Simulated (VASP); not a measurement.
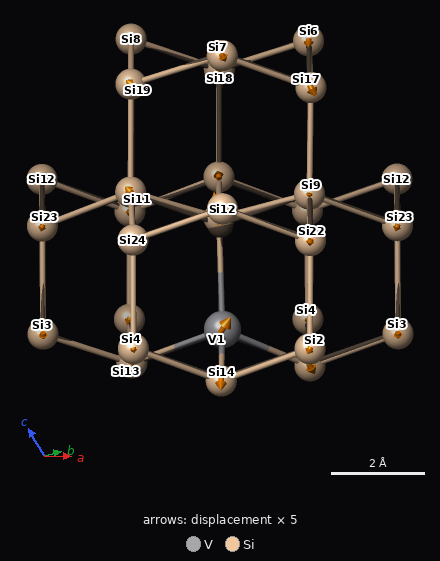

This is a relaxation of a defect cell of composition VSi23. The starting structure is drawn faded, the final one solid; orange arrows show the displacements, 5 times their true length.

The picture is a ball-and-stick view of the atoms within 5.0 Å of the atom that moves most (axes of the conventional cell (2 times the calculation's cell)), seen from a free direction. Lengths and directions refer to the drawn axes.

The run lets the atoms move in a fixed cell.

Level of theory: Kohn-Sham DFT of a periodic cell, PBEsol, DFT+U, VASP PAW PBE potentials, recommended in VASP.

Input file:
```
SYSTEM = VSi23
PREC = Accurate
ENCUT = 350
EDIFF = 1E-5
ISMEAR = 0
SIGMA = 0.03
LREAL = Auto
LASPH = .True.
NELM = 120
ALGO = Normal
ISIF = 2
LWAVE = .False.
LCHARG = .False.
ISPIN = 2
MAGMOM = 2 0 0 0 0 0 0 0 0 0 0 0 0 0 0 0 0 0 0 0 0 0 0 0
LORBIT = 11
LMAXMIX = 4
LDAU = .True.
LDAUTYPE = 2
LDAUL = 2 -1
LDAUU = 3 0
LDAUJ = 0 0
LDAUPRINT = 1
GGA = PS
IBRION = 2
NSW = 40
EDIFFG = -0.03
NELECT = 106.0
```

Launched with:
```bash
cat potpaw_PBE.64/V_sv/POTCAR potpaw_PBE.64/Si/POTCAR > POTCAR
mpirun -np 1 vasp_std > vasp.out
```

### What did the optimiser do to the structure, and how much energy did it gain?

The energy falls by 0.108 eV per cell of the calculation in 16 geometry steps. The largest force component goes from 0.5 to 0.018 eV/Å. The atom that moves furthest is a Si atom (0.15 Å along [1 0 3]). By element the largest moves are Si 0.15 Å, V 0.09 Å. The cell stays as it was. Near-neighbour distances that change, for instance: Si–V 2.354 → 2.425 Å, Si–V 2.354 → 2.405 Å, Si–Si 2.354 → 2.323 Å, Si–Si 2.354 → 2.359 Å. Among the angles between lasting bonds that change: V–Si–Si 109.5° → 103.5°, Si–V–Si 109.5° → 113.1°, Si–Si–Si 109.5° → 112.8°.

Limits of the set-up: the periodic images lie only 7.7 Å apart, so the values are limited by the cell's size.
